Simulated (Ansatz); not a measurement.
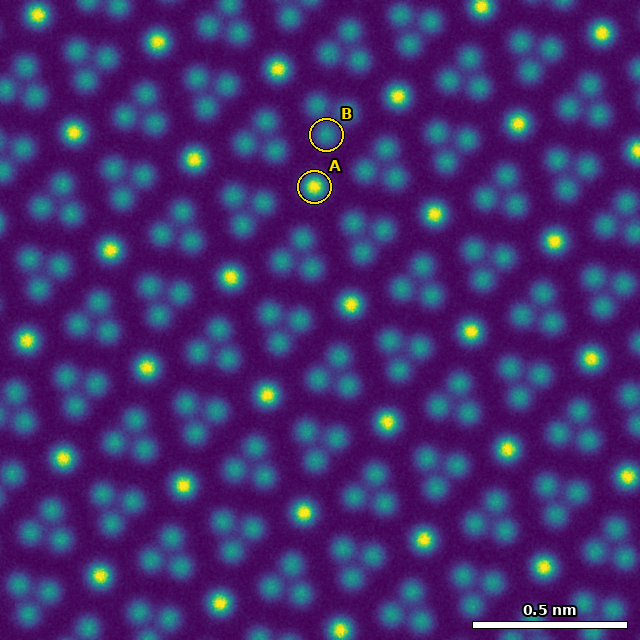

Z-contrast image of Ir (Pm-3n, No. 223) along [111]. Simulation: incoherent imaging, intensity Z^1.6 per atom, probe width 0.59 Å, thin sample. The probe carries 25 % of its weight in a tail 2.5 times as wide. Shot noise was added. Model: coordinates from a relaxation with DFT PBE, scalar-relativistic, plane waves, PAW in Ansatz 0.2.0; the starting structure was generated, so it need not be a known form of this composition.

```cif
data_structure
_symmetry_space_group_name_H-M 'P 1'
_symmetry_Int_Tables_number 1
_cell_length_a 4.9441
_cell_length_b 4.9441
_cell_length_c 4.9441
_cell_angle_alpha 90.000
_cell_angle_beta 90.000
_cell_angle_gamma 90.000
_cell_volume 120.86
loop_
_atom_site_label
_atom_site_type_symbol
_atom_site_fract_x
_atom_site_fract_y
_atom_site_fract_z
_atom_site_occupancy
Ir1 Ir 0.50000 0.50000 0.50000 1
Ir2 Ir 0.00000 0.00000 0.00000 1
Ir3 Ir 0.25000 0.00000 0.50000 1
Ir4 Ir 0.50000 0.25000 0.00000 1
Ir5 Ir 0.50000 0.75000 0.00000 1
Ir6 Ir 0.75000 0.00000 0.50000 1
Ir7 Ir 0.00000 0.50000 0.75000 1
Ir8 Ir 0.00000 0.50000 0.25000 1
```

What lies under each ring?

A: Ir (2 Ir per 8.56 Å along the beam; the brightest kind). B: Ir (1 Ir per 8.56 Å along the beam; about 50 % of the brightest peak). Brightness is counted from the darkest point of the image.
